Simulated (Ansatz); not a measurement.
## BaH2 (model cell, started as CdI2 type): a soft mode frozen in

Wanted: the energy along a soft mode of BaH2 (model cell, started as CdI2 type) and the structure at the end.

Program: Ansatz 0.2.0. Level of theory: DFT PBE, scalar-relativistic, plane waves, PAW. Results are calculated unless marked as measured.

The structure was built from a prototype and need not be the compound's stable phase.

### 1. Starting point

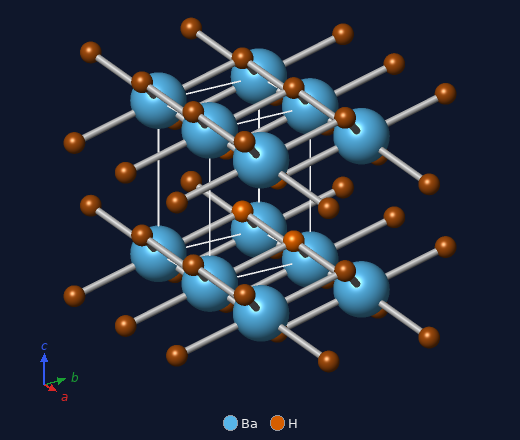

The starting structure, seen slightly off an axis (barium blue, hydrogen orange). 2×1×1 cells are drawn. Some periodic images of atoms are drawn too.

### 2. Response at finite wavevector

The cell comes from relaxations at this level that are not shown. Stability and thermal properties need the whole zone. Linear response on a 3×3×2 q mesh gives force constants as far as a supercell of that size would, and the tensors from the zone-centre run are typed in so that the long-range dipole term is interpolated apart.

Input file input.yaml:

```yaml
crystal:
  lattice:
    - [4.2561083035, 0.0, 0.0]
    - [-2.1280541517, 3.6858979121, 0.0]
    - [0.0, 0.0, 4.3138977816]
  atoms:
    - { symbol: Ba, position: [0.0, 0.0, 0.0] }
    - { symbol: H, position: [0.3333333333, 0.6666666667, 0.2370893061] }
    - { symbol: H, position: [0.6666666667, 0.3333333333, 0.7629106939] }
kpoints:
  mp_grid: { grid: [6, 6, 4] }
hamiltonian:
  xc: pbe
scf:
  occupations: { method: fixed }
output:
  eigenvalues: true
phonons:
  method: dfpt
  qmesh: [3, 3, 2]
  temperatures: { t_max: 1000, t_step: 50 }
  qpath:
    path:
      - [[0.0, 0.0, 0.0], [0.5, 0.0, 0.0], [0.33333333, 0.33333333, 0.0], [0.0, 0.0, 0.0], [0.0, 0.0, 0.5], [0.5, 0.0, 0.5], [0.33333333, 0.33333333, 0.5], [0.0, 0.0, 0.5]]
      - [[0.5, 0.0, 0.5], [0.5, 0.0, 0.0]]
      - [[0.33333333, 0.33333333, 0.5], [0.33333333, 0.33333333, 0.0]]
    npoints: 10
  non_analytic_term:
    high_frequency_dielectric_tensor: [[4.0448, 0.0, 0.0], [0.0, 4.0448, 0.0], [0.0, 0.0, 3.8318]]
    born_effective_charges:
      - { species: Ba, tensor: [[2.4669, 0.0, 0.0], [0.0, 2.4669, 0.0], [0.0, 0.0, 2.2557]] }
      - { species: H, tensor: [[-1.2335, 0.0, 0.0], [0.0, -1.2335, 0.0], [0.0, 0.0, -1.1278]] }
      - { species: H, tensor: [[-1.2335, 0.0, 0.0], [0.0, -1.2335, 0.0], [0.0, 0.0, -1.1278]] }
    source: "zone-centre run at this cell"
```

The run is started by

```sh
ansatz run input.yaml --threads 4 --pin off --max-ram 7168MiB --backend cpu --events-out ev --progress --plain --runs-dir out
```

Numbers of over 12 decimals in the logs are rounded to 6 here.

The program printed:

```text
Warning: phonons: the dynamical matrix that this run interpolates holds no multipole term above the dipole-dipole one, and a site of this crystal is no centre of inversion, so its interpolated transverse optical and acoustic branches and sound speeds can stay off near Gamma, and the density of states and the thermodynamics with them. What a run solves at a wave vector of phonons.qpoints, Gamma apart, where the deck admits one, is free of this, and under fd what a larger phonons.supercell samples
Engine: ansatz 0.2.0, aarch64-unknown-linux-gnu
Pseudopotentials: kind: paw
Pseudopotential: Ba, paw, valence charge 10, recommended cutoff 420 eV (normal), Ba.paw.azcp
Pseudopotential: H, paw, valence charge 1, recommended cutoff 420 eV (normal), H.paw.azcp
Functional definition: PBE
  parameter kappa = 0.804
  parameter beta = 0.066725
  exchange = pbe_x(kappa = kappa, mu = beta*pi^2/3)
  correlation = pbe_c(beta = beta)
Crystal: 3 atoms, lattice volume = 67.675 Å³
Basis set: ecut = 420 eV, 1317 PW (Γ), exchange–correlation on 60×60×60 points (8 copies of the dense FFT grid, shifted against one another)
Bands: 10, of which v1, the nominal top of the filled ones, is band 6 counted from 1 (5 counted from 0)
Symmetry: 12 space group operations
k-points: 24 of 144
Non-local potential: Ba, projectors of the file, l = 0: 3, l = 1: 2, l = 2: 2, l = 3: 2
Non-local potential: H, projectors of the file, l = 0: 2, l = 1: 1
PAW form: soft (Blöchl's): semilocal exchange-correlation on the pseudo side does not see the compensation charge
PAW one-centre angular grid: Ba, 194 points (default); XC on 64 Gauss nodes
PAW one-centre angular grid: H, 110 points (default); XC on 64 Gauss nodes
Initial density: superposition of atomic densities (neutral atoms: chi_scale 0, normalization atom), corrected by the library's trained network
Initial wavefunctions: pseudopotential atomic-orbital guess
Functional: x = pbe(κ = 0.804, μ = 0.219515), c = pbe(β = 0.066725)
SCF iter   1: F=—  HF=-5982.167289 eV  |F-HF|=—  |Δ(HF+E_count)|=         —  Δρ=1.94e-3  dr2=3.10e-3  ethr=1.77e-3  ⟨swp⟩=4.8  Hψ=1538  notcnv=0  defer=42
preconditioner: auto → none  [insulator: Δε(μ)=1.514 eV  Ē_g=12.080 eV  n_scr=8 (ndim 8)  ℏωp=14.3 eV  f_vac=0.000  ε∞_Penn≈2.4]
SCF iter   2: F=—  HF=-5982.167055 eV  |F-HF|=—  |Δ(HF+E_count)|=   2.34e-4  Δρ=4.76e-4  dr2=1.34e-4  ethr=2.59e-5  ⟨swp⟩=2.9  Hψ=596  notcnv=0  defer=45
SCF iter   3: F=—  HF=-5982.167271 eV  |F-HF|=—  |Δ(HF+E_count)|=   2.16e-4  Δρ=1.44e-4  dr2=7.00e-6  ethr=1.12e-6  ⟨swp⟩=2.1  Hψ=350  notcnv=0  defer=45
SCF iter   4: F=—  HF=-5982.167315 eV  |F-HF|=—  |Δ(HF+E_count)|=   4.48e-5  Δρ=2.71e-5  dr2=3.27e-7  ethr=5.83e-8  ⟨swp⟩=2.0  Hψ=402  notcnv=0  defer=39
SCF iter   5: F=—  HF=-5982.167316 eV  |F-HF|=—  |Δ(HF+E_count)|=   7.98e-7  Δρ=5.81e-6  dr2=1.86e-8  ethr=2.72e-9  ⟨swp⟩=2.0  Hψ=363  notcnv=0  defer=17
SCF iter   6: F=—  HF=-5982.167316 eV  |F-HF|=—  |Δ(HF+E_count)|=   7.58e-8  Δρ=6.64e-7  dr2=3.34e-10  ethr=1.55e-10  ⟨swp⟩=2.0  Hψ=363  notcnv=0  defer=17
SCF iter   7: F=-5982.167316 eV  HF=-5982.167316 eV  |F-HF|=9.09e-13  |Δ(HF+E_count)|=  7.06e-10  Δρ=6.39e-8  dr2=3.20e-12  ethr=1.00e-12  ⟨swp⟩=8.5  Hψ=2322  notcnv=0
SCF 1 converged in 7 iterations: F = -5982.167316 eV  dr2 = 3.20e-12
  greatest PAW one-centre occupation: 0.955 electrons in one spin orbital (limit 2), on the Ba atom at site 0 (counted from 0), in its partial waves of l = 0
NSCF: frozen V_eff on 24 k-points
NSCF: frozen V_eff on 47 k-points
DFPT response loops at q = (0, 0, 0) (fractional): preconditioner auto → none (the input reference at scf.mixing.eps_inf says where Resta's filter doesn't serve); β = 0.50; Broyden in place of MSR1
NSCF: frozen V_eff on 94 k-points
DFPT response loops at q = (0, 0, -0.5) (fractional): preconditioner auto → Resta (q_TF=auto, 2.045 Å⁻¹)  ε∞=6.4 (no band partly filled); β = 1.00, the filter's whole step (`scf.mixing.beta` (0.50) is not read by the response loops at its default; to damp them type it under 1.00, their step now; it binds the ground state too); Broyden in place of MSR1
NSCF: frozen V_eff on 168 k-points
DFPT response loops at q = (0, 0.333333, 0) (fractional): mixed as the last ones told, above
NSCF: frozen V_eff on 168 k-points
DFPT response loops at q = (0, 0.333333, -0.5) (fractional): mixed as the last ones told, above
NSCF: frozen V_eff on 156 k-points
DFPT response loops at q = (0.333333, 0.333333, 0) (fractional): mixed as the last ones told, above
NSCF: frozen V_eff on 156 k-points
DFPT response loops at q = (0.333333, 0.333333, -0.5) (fractional): mixed as the last ones told, above
SCF converged after 7 iterations
Free energy (F): -5982.167316 eV
Harris-Foulkes:  -5982.167316 eV  (|F-HF|=9.09e-13)
Internal energy: -5982.167316 eV  (E = F + TS)
E sigma→0 (E₀):  -5982.167316 eV
Fermi energy:    4.059896 eV
--- Per-component energies (eV) ---
  E_band       = -86.893571
  E_kinetic    = 194.453105
  E_local      = -396.496364  (includes V_loc(G=0)·N_el)
  E_nonlocal   = 59.499207
  E_hartree    = 125.597582
  E_xc         = -186.025561
  E_vxc        = -158.677150  (∫ρ·V_xc dr)
  E_paw        = -5226.673377  (= ΣΔE_a)
  E_vpaw       = -36.865319  (= ΣTr[D̂ρ^β])
  E_aug_tail   = -0.002220  (compensation charges beyond the density's cutoff)
  E_ewald      = -552.519689
  E_smearing   = -0.000000  (= −TS)
  E_closure    = 0.000000  (closes the sum)
  Σ components = -5982.167316   (vs F -5982.167316, Δ=0.00e0)
--- Band table (eV; the first three rows and the last of 24) ---
  k-point 0: bands = ["-23.2004", "-8.4309", "-8.0519", "-8.0519", "0.5472", "4.0599", "5.7080", "7.4584", "7.4584", "10.1259"]
  k-point 1: bands = ["-23.1897", "-8.6094", "-8.0381", "-8.0381", "0.9956", "3.4928", "6.8862", "7.6194", "7.6194", "9.3301"]
  k-point 2: bands = ["-23.1789", "-8.7781", "-8.0242", "-8.0242", "1.6989", "2.7334", "7.7984", "7.7984", "8.7729", "8.8141"]
  k-point 23: bands = ["-23.1203", "-8.6308", "-8.4515", "-8.4515", "2.5473", "2.5473", "6.6212", "6.6212", "9.9641", "10.2147"]
--- Phonons (Γ-DFPT): 4 representative perturbations + reference (Σ response iterations 12) ---
  ASR residual: 1.153e-3 → 0.000e0 eV/Å²; symmetrization residual: 1.555e-7 eV/Å²
  ASR residual per site (eV/Å²): 1.15e-3 2.68e-5 2.68e-5
  Γ frequencies (cm⁻¹): -247.79 0.00 0.00 0.00 551.85 551.85 625.50 801.02 801.02
--- Phonons (arbitrary-q DFPT): 6 irreducible q on the 3×3×2 mesh ---
  q = [0.0000, 0.0000, 0.0000] (star 1, of the zone-centre solve; hermiticity 1.40e-7, symmetrization 3.74e-11): -247.79 -0.00 0.00 0.00 551.85 551.85 625.50 801.02 801.02
  q = [0.0000, 0.0000, -0.5000] (star 1, 4 solved perturbations in 142 linear systems a pass and spin channel, the states on 47 of 144 k-point pairs; hermiticity 2.02e-7, symmetrization 8.37e-10): -23.76 -23.76 22.69 641.35 641.35 645.73 656.71 750.75 750.75
  q = [0.0000, 0.3333, 0.0000] (star 6, 6 solved perturbations on 84 of 144 k-point pairs; hermiticity 7.51e-8, symmetrization 9.85e-11): -53.80 59.92 94.51 296.70 501.25 640.91 706.12 746.10 936.53
  q = [0.0000, 0.3333, -0.5000] (star 6, 6 solved perturbations on 84 of 144 k-point pairs; hermiticity 1.33e-7, symmetrization 7.82e-11): 26.60 29.20 90.56 303.79 479.25 621.60 744.29 760.47 862.88
  q = [0.3333, 0.3333, 0.0000] (star 2, 4 solved perturbations in 224 linear systems a pass and spin channel, the states on 78 of 144 k-point pairs; hermiticity 4.78e-8, symmetrization 5.90e-9): -71.44 97.73 97.73 382.18 382.18 569.33 736.21 736.21 923.71
  q = [0.3333, 0.3333, -0.5000] (star 2, 4 solved perturbations in 224 linear systems a pass and spin channel, the states on 78 of 144 k-point pairs; hermiticity 6.39e-8, symmetrization 7.26e-9): 62.89 81.94 81.94 393.51 393.51 679.68 753.72 753.72 833.96
  sum rule: each row above includes the acoustic sum rule's correction from the zone centre's row sums; it moved no ω² by more than (2.69 cm⁻¹)²
  mesh force constants: q→R imaginary residual 0.00e0; ASR residual 1.153e-3 → 0.000e0 eV/Å²; symmetrization residual 2.665e-15 eV/Å²
  interpolated dispersion: 94 rows × 9 modes
  density of states and harmonic sums: on the 18×18×14 q-mesh, interpolated from the force constants of a 3×3×2 supercell (with the dipole–dipole term of supplied tensors)
  largest difference from the sums on the solved wave vectors: F 1.86e-2 eV, S 2.42e-5 and C_V 4.87e-6 eV/K
  zero-point energy: 0.245209 eV/cell   skipped modes (ω ≤ 0): 348, of them read as no rigid motion or as one in doubt: 345 (7.167e-1 modes/cell left out, lowest -247.79 cm⁻¹)   left out of the sums: 7.97e-2 of the cell's modes: C_V's classical limit lies that fraction below 3 k_B per atom; for a crystal, a wire or a layer, F and S can be off by more, and a phonons.interpolated_qmesh denser along its periods is the remedy for the sampling
```

The job ended after 47 s (4 threads of Arm Neoverse V2, shared host; peak memory 0.51 GiB; 95 s of CPU time).

In the SCF lines HF is the Harris–Foulkes energy and dr2 the Hartree energy of the density residual, in eV; the loop may stop once dr2 is under the threshold and the program's other checks hold. Hψ counts applications of the Hamiltonian.

A gap read on the k-mesh alone can miss the band edges.

This step gave:

| Quantity | Value |
| --- | --- |
| gap on the k-mesh | 1.469 eV |
| volume per atom | 22.56 Å³ |
| sum-rule residual before enforcement | 0.001153 eV/Å² |
| lowest frequency on the path | -247.8 cm⁻¹ |
| point group | -3m |
| highest frequency on the path or at a solved wavevector | 949.7 cm⁻¹ |
| highest optical mode at the zone centre (no LO-TO term) | 801.0 cm⁻¹ |
| lowest optical zone-centre mode | -247.8 cm⁻¹ |
| lowest mode on the q mesh (acoustic modes at Γ apart) | -247.8 cm⁻¹ |

Frequencies (cm⁻¹) solved at each irreducible wavevector; negative means imaginary. Frequencies by wavevector, by row:

```csv
q in reciprocal lattice units,star,mode 1,mode 2,mode 3,mode 4,mode 5,mode 6,mode 7,mode 8,mode 9
0 0 0,1,-247.8,0,0,0,551.9,551.9,625.5,801,801
0 0 -0.5,1,-23.8,-23.8,22.7,641.4,641.4,645.7,656.7,750.8,750.8
0 0.3333 0,6,-53.8,59.9,94.5,296.7,501.2,640.9,706.1,746.1,936.5
0 0.3333 -0.5,6,26.6,29.2,90.6,303.8,479.2,621.6,744.3,760.5,862.9
0.3333 0.3333 0,2,-71.4,97.7,97.7,382.2,382.2,569.3,736.2,736.2,923.7
0.3333 0.3333 -0.5,2,62.9,81.9,81.9,393.5,393.5,679.7,753.7,753.7,834
```

Interpolated from a 3×3×2 q mesh, rough between the solved points, with the LO-TO term (at Γ the limit along the path; where Γ stands inside the path, tables give the limit on arrival). Phonon branches along the path, in cm⁻¹:

| point | branch 1 | branch 2 | branch 3 | branch 4 | branch 5 | branch 6 | branch 7 | branch 8 | branch 9 |
| --- | --- | --- | --- | --- | --- | --- | --- | --- | --- |
| Γ | -248 | 0 | 0 | 0 | 552 | 626 | 801 | 801 | 925 |
| M | -64 | 68 | 109 | 404 | 406 | 656 | 687 | 704 | 950 |
| K | -71 | 98 | 98 | 382 | 382 | 569 | 736 | 736 | 924 |
| Γ | -248 | 0 | 0 | 0 | 552 | 626 | 801 | 801 | 925 |
| A | -24 | -24 | 23 | 641 | 641 | 646 | 657 | 751 | 751 |
| L | -44 | 37 | 102 | 265 | 475 | 609 | 696 | 777 | 894 |
| H | 63 | 82 | 82 | 394 | 394 | 680 | 754 | 754 | 834 |
| A | -24 | -24 | 23 | 641 | 641 | 646 | 657 | 751 | 751 |
| jump to L | -44 | 37 | 102 | 265 | 475 | 609 | 696 | 777 | 894 |
| M | -64 | 68 | 109 | 404 | 406 | 656 | 687 | 704 | 950 |
| jump to H | 63 | 82 | 82 | 394 | 394 | 680 | 754 | 754 | 834 |
| K | -71 | 98 | 98 | 382 | 382 | 569 | 736 | 736 | 924 |

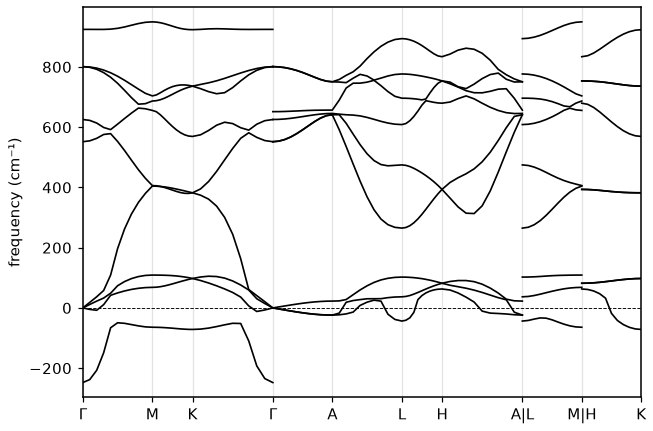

Phonon branches along the path.

Symmetry leaves 6 wavevectors to solve. The lowest mode among them, the acoustic zeros apart, lies at Γ and is imaginary, 247.8i cm⁻¹, so the energy falls along it.

### 3. The mode frozen in, largest atomic shift 0 Å

The mode followed lies at q = (0.333, 0.333, 0) with frequency 71.4i cm⁻¹, one of the unstable modes though not the softest. At small amplitude the distorted cell has space group no. 147 by a symmetry search on the positions. The undistorted cell that holds it gives the zero of energy on the same k mesh.

System of this step: BaH2 (model cell, started as CdI2 type). Symmetry: P-3m1, No. 164, trigonal system. The conventional cell has a = 4.256 Å, b = 4.256 Å, c = 4.314 Å, α = 90.00°, β = 90.00°, γ = 120.00°. Ba has 6 H at 2.66 Å nearest. H has 3 Ba at 2.66 Å nearest. Farther neighbours are not listed.

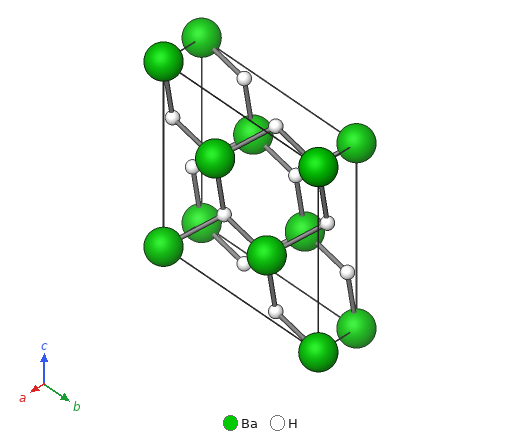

The cell of this step (barium green, hydrogen white). Some periodic images of atoms are drawn too.

Input file input.yaml:

```yaml
crystal:
  lattice:
    - [0.0, 0.0, -4.3138977816]
    - [0.0, -7.3717958241, 0.0]
    - [-6.3841624552, 3.6858979121, 0.0]
  atoms:
    - { symbol: Ba, position: [1.0, 0.6666666667, 0.3333333333] }
    - { symbol: Ba, position: [1.0, 0.3333333333, 0.6666666667] }
    - { symbol: Ba, position: [1.0, 1.0, 1.0] }
    - { symbol: H, position: [0.7629106939, 0.3333333333, 0.3333333333] }
    - { symbol: H, position: [0.7629106939, 0.0, 0.6666666667] }
    - { symbol: H, position: [0.7629106939, 0.6666666667, 1.0] }
    - { symbol: H, position: [0.2370893061, 0.3333333333, 1.0] }
    - { symbol: H, position: [0.2370893061, 1.0, 0.3333333333] }
    - { symbol: H, position: [0.2370893061, 0.6666666667, 0.6666666667] }
kpoints:
  mp_grid: { grid: [6, 6, 6] }
hamiltonian:
  xc: pbe
scf:
  occupations: { method: gaussian, width: 0.02 }
output:
  forces: true
  stress: true
  eigenvalues: true
```

The program printed:

```text
[...]
Crystal: 9 atoms, lattice volume = 203.024 Å³
Basis set: ecut = 420 eV, 3963 PW (Γ), exchange–correlation on 60×100×100 points (8 copies of the dense FFT grid, shifted against one another)
Bands: 27, of which v1, the nominal top of the filled ones, is band 18 counted from 1 (17 counted from 0)
Symmetry: 36 space group operations
[...]
k-points: 34 of 216
[...]
k-point 0: bands = [... 14 lower, 2.6333, 2.6333, 2.6333, 4.0595, 5.7080, 6.3118, 6.3118, 7.4583, ... 4 higher]
  k-point 1: bands = [... 14 lower, 2.5501, 2.5974, 2.8066, 3.8220, 5.7805, 6.3082, 6.3297, 7.5864, ... 4 higher]
  k-point 2: bands = [... 14 lower, 2.2222, 2.6297, 2.9725, 3.3405, 5.9697, 6.2800, 6.3305, 7.2486, ... 4 higher]
  k-point 33: bands = [... 14 lower, 1.9393, 3.0912, 3.0912, 3.0912, 6.0485, 6.0485, 6.0485, 8.0168, ... 4 higher]
[key lines of the parts left out:]
SCF converged after 6 iterations
Free energy (F): -17946.502451 eV
Fermi energy:    4.793825 eV
P = ⅓ Tr σ = -0.0078 GPa (-0.078 kbar)
```

Elapsed: 11 s, on 4 threads; peak memory 0.56 GiB.

This step gave:

```
pressure                         : -0.007832 GPa
energy from the undistorted cell : 0 meV/atom
```

At this level the gap is 1.47 eV on the k-mesh of the self-consistent run, which can miss the band edges.

### 4. The mode frozen in, largest atomic shift 0.6 Å

The atoms are moved along the unstable eigenvector, the largest shift by 0.6 Å, with the cell fixed.

Input file input.yaml:

```yaml
crystal:
  lattice:
    - [0.0, 0.0, -4.3138977816]
    - [0.0, -7.3717958241, 0.0]
    - [-6.3841624552, 3.6858979121, 0.0]
  atoms:
    - { symbol: Ba, position: [1.139085354, 0.6666666667, 0.3333334776] }
    - { symbol: Ba, position: [1.0000016818, 0.3333333333, 0.6666666667] }
    - { symbol: Ba, position: [0.8609180097, 1.0, 0.9999998557] }
    - { symbol: H, position: [0.7629106939, 0.4022251241, 0.3677798535] }
    - { symbol: H, position: [0.7629116487, -0.034444021, 0.5977757343] }
    - { symbol: H, position: [0.7629097391, 0.632221396, 1.0344456617] }
    - { symbol: H, position: [0.2370893061, 0.2644415425, 0.9655547294] }
    - { symbol: H, position: [0.2370902609, 1.0344477697, 0.2988901707] }
    - { symbol: H, position: [0.2370883513, 0.7011119373, 0.735557599] }
kpoints:
  mp_grid: { grid: [6, 6, 6] }
hamiltonian:
  xc: pbe
scf:
  occupations: { method: gaussian, width: 0.02 }
output:
  forces: true
  stress: true
  eigenvalues: true
```

The program printed:

```text
[...]
k-point 0: bands = [... 14 lower, 2.6165, 2.6390, 2.6390, 3.2611, 5.8821, 6.4212, 7.3985, 7.4801, ... 4 higher]
  k-point 1: bands = [... 14 lower, 2.5238, 2.5873, 2.7285, 3.2574, 5.8925, 6.4854, 6.8366, 7.5887, ... 4 higher]
  k-point 2: bands = [... 14 lower, 2.1679, 2.6384, 2.8242, 3.1656, 5.9127, 6.4549, 6.5897, 7.4279, ... 4 higher]
  k-point 43: bands = [... 14 lower, 2.1042, 2.6422, 2.9017, 2.9017, 6.1109, 6.1109, 6.3139, 7.6155, ... 4 higher]
[key lines of the parts left out:]
SCF converged after 6 iterations
Free energy (F): -17947.140447 eV
Fermi energy:    4.473990 eV
P = ⅓ Tr σ = -1.8295 GPa (-18.295 kbar)
```

Wall time 4.4 s (4 threads); peak memory 0.58 GiB.

Numbers from this step:

```yaml
pressure: -1.829 GPa
gap_on_the_k_mesh: 2.421 eV
energy_from_the_undistorted_cell: -70.89 meV/atom
```

The energy, extrapolated to zero smearing, is -70.89 meV/atom against the undistorted cell.

The run ends at a pressure of -1.83 GPa, with forces up to 0.81 eV/Å.

### 5. Energy along the mode, all amplitudes (two of the runs are shown above)

An imaginary frequency means negative curvature, so the energy should fall and then rise again as anharmonic terms take over.

This step gave:

```
depth at the lowest point sampled  : 70.89 meV/atom
largest atomic shift at that point : 0.6 Å
```

Table of energy from the parent by largest atomic shift:

```csv
largest atomic shift (Å),energy from the parent (meV/atom)
0.000,0
0.040,-0.461
0.080,-1.83
0.140,-5.53
0.220,-13.2
0.320,-26.3
0.450,-46.7
0.600,-70.9
```

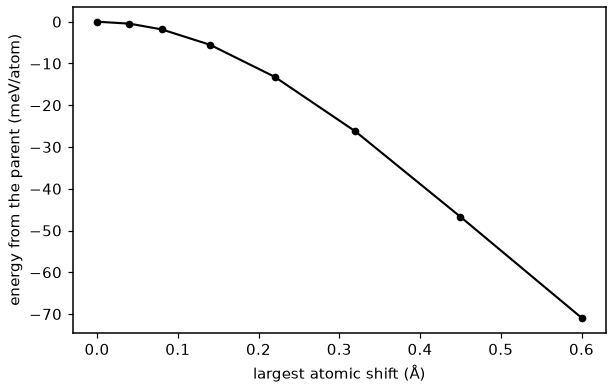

Energy from the parent, plotted against largest atomic shift.

Displacement at unit largest shift by atom:

```csv
atom,x (Å),y (Å),z (Å),size
Ba1,0.00,0.00,-1.00,1.00
Ba2,0.00,0.00,0.00,0.00
Ba3,0.00,0.00,1.00,1.00
H4,-0.37,-0.64,0.00,0.73
H5,0.73,0.00,0.00,0.73
H6,-0.37,0.64,0.00,0.73
H7,0.37,0.64,0.00,0.73
H8,0.37,-0.64,0.00,0.73
H9,-0.73,0.00,0.00,0.73
```

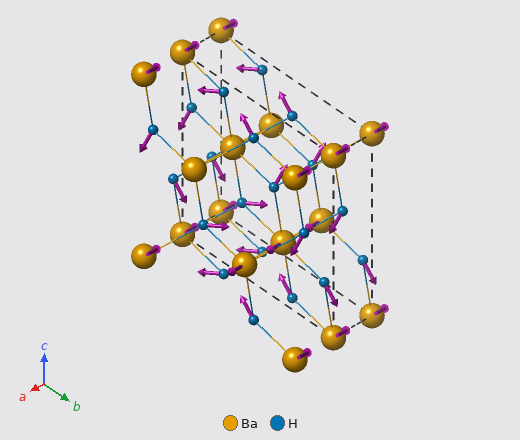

Displacement at unit largest shift as arrows, the longest 1 Å. 2×1×1 cells are drawn. Some periodic images of atoms are drawn too.

The lowest of the steps tried is the last one, at 0.6 Å, 70.9 meV/atom below the parent; the bottom of the well need not coincide with a step.

(Continued in part 2 of 2.)

[Logs are printed without paths, hosts, clocks, repeated set-up lines and the standing remarks that a program may print on its own settings, such as how far it seeks lower states.]

[Hosts, paths, dates, database ids (printed as entryN), source tags and the programs' standing remarks are cut or masked in the printed files.]
